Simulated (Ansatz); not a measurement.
TaAs. A set of calculations on one system.

Space group I4_1md; the calculation finds a residual pressure of about 2 GPa at this fixed cell. The cell comes from a database of computed structures, not from a measurement.

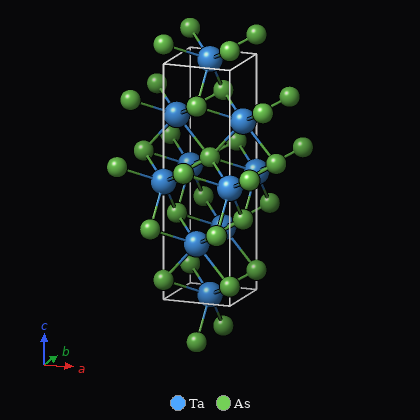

The conventional cell.

```
Ta As
1.0
     3.44363    0.00000    0.00000
     0.00000    3.44363    0.00000
     0.00000    0.00000   11.73588
Ta As
4 4
Direct
  0.50000 0.00000 0.24997
  0.00000 0.50000 0.74997
  0.50000 0.50000 0.99997
  0.00000 0.00000 0.49997
  0.00000 0.50000 0.33263
  0.50000 0.00000 0.83263
  0.00000 0.00000 0.08263
  0.50000 0.50000 0.58263
```

These are results of DFT PBE, scalar-relativistic, plane waves, PAW in Ansatz 0.2.0, not measurements.

Core electrons are frozen (PAW), so the maps are meaningful between the atoms, not at the nuclei.

Part 1: Bonding charge

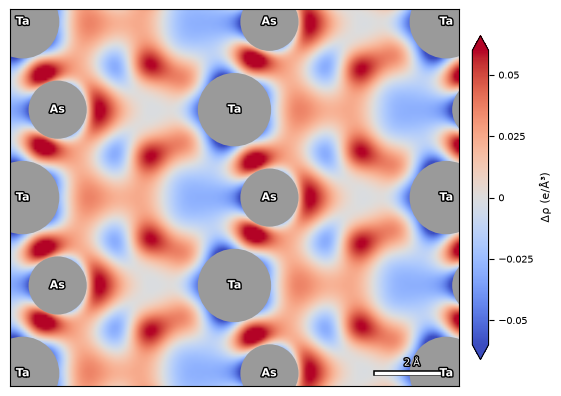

Deformation density (self-consistent density less superposed neutral spherical atoms): a map on the (110) plane of the conventional cell, with grey discs over the atomic cores. Cores are masked to 1.0 Å (Ta) and 0.8 Å (As).

What does the deformation density say about the bonding?

Answer. As–Ta (2.61 Å): Δρ is +0.05 e/Å³ at the midpoint.
- Ta–Ta (3.40 Å): Δρ is +0.02 e/Å³ at the midpoint (this contact isn't in the plane drawn).
- Over the whole cell, outside the masked cores, the largest gain, 0.08 e/Å³, lies 1.1 Å from an arsenic nucleus and 1.6 Å from a tantalum one, and the largest loss lies at the edge of the masked core of Ta.
- In all about 0.22 e an atom is rearranged against the free atoms.
- Bader charges: Ta +1.11 and As −1.11 e.

Part 2: States by energy

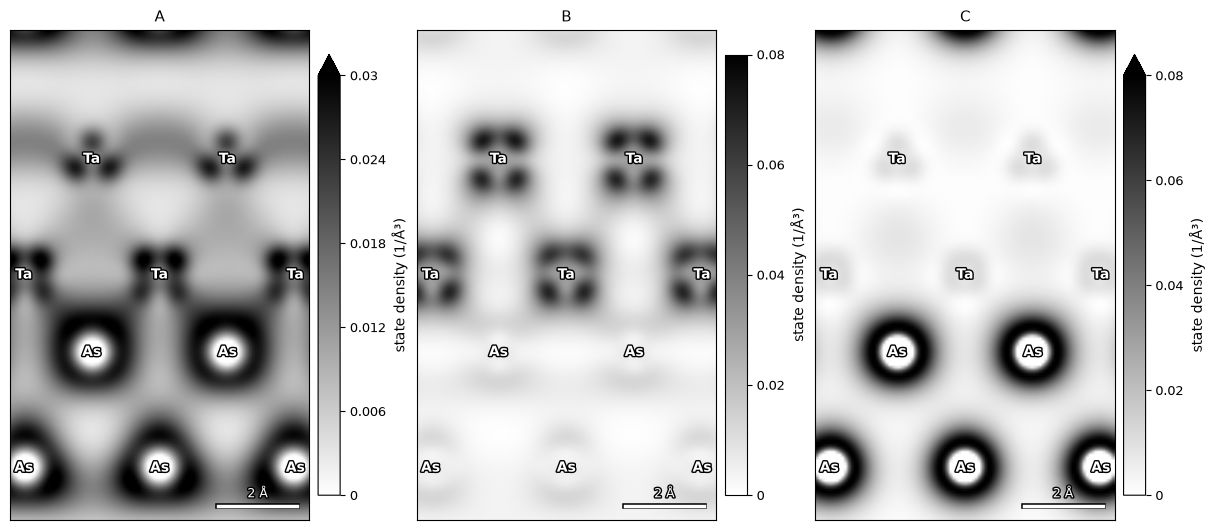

TaAs: densities of the states in three energy windows, on the (010) plane of the conventional cell.

Match the panels to the energy ranges (zero at the Fermi level): −14.0 to −11.0 eV, −4.8 to −2.4 eV and −0.25 to +0.25 eV.

Answer. Panel A: −4.8 to −2.4 eV, the middle third of the occupied valence band, mainly As 4p (55 %) and Ta 5d (40 %).
Panel B: −0.25 to +0.25 eV, the states at the Fermi level, mainly Ta 5d (90 %) and As 4p (10 %).
Panel C: −14.0 to −11.0 eV, a separate group of bands, mainly As 4s (70 %), Ta 5d (15 %) and Ta 6s (10 %).
The characters are Löwdin shares on a minimal set of atomic orbitals.

Part 3: Moving an atom

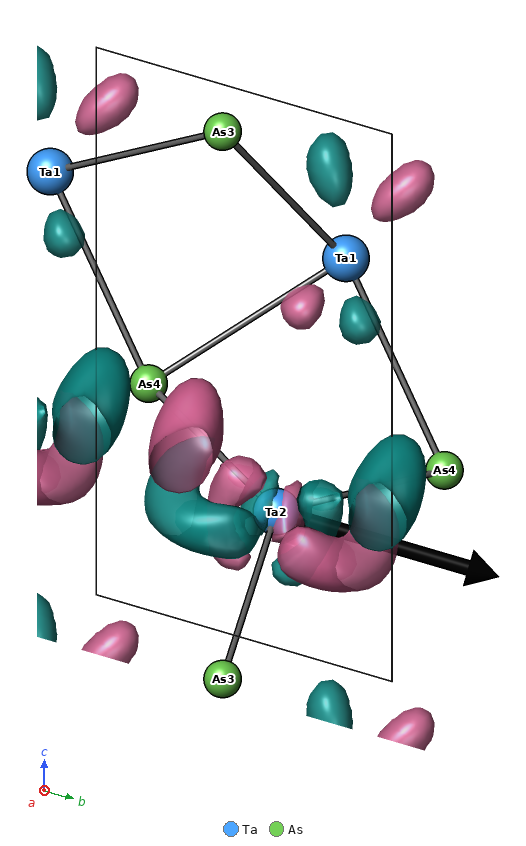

Ta2 was moved by 0.05 Å along [0 1 0] in the axes of the cell drawn (arrow, not to scale). Change of the density less the rigid motion of the neutral atom's own density: teal surfaces at +0.004 and pink ones at −0.004 e/Å³, in the cell of the calculation (origin moved) seen along the a axis.

How do the electrons respond beyond following the atom?

Answer. About 0.05 e is rearranged in the cell. Outside the cores the largest gain, 0.009 e/Å³, lies 0.9 Å from an arsenic nucleus, and the largest loss lies at the edge of the masked cores of Ta and As.

What restoring force does the calculation give for this move?

Answer. The force on it changes by 0.56 eV/Å along the move, against it: a stiffness of about 11 eV/Å² for this sublattice shift.

Part 4: Putting it together

Charge passes from Ta (Pauling electronegativity 1.50) to As (2.18), the direction that the scale predicts; the Bader charges fall short of whole formal charges, as they usually do.

Run times: 110 s (base cell), 38 s (state densities) and 2.8 min (moved atom), on 1 thread of Arm Neoverse N1, with other jobs on the host.
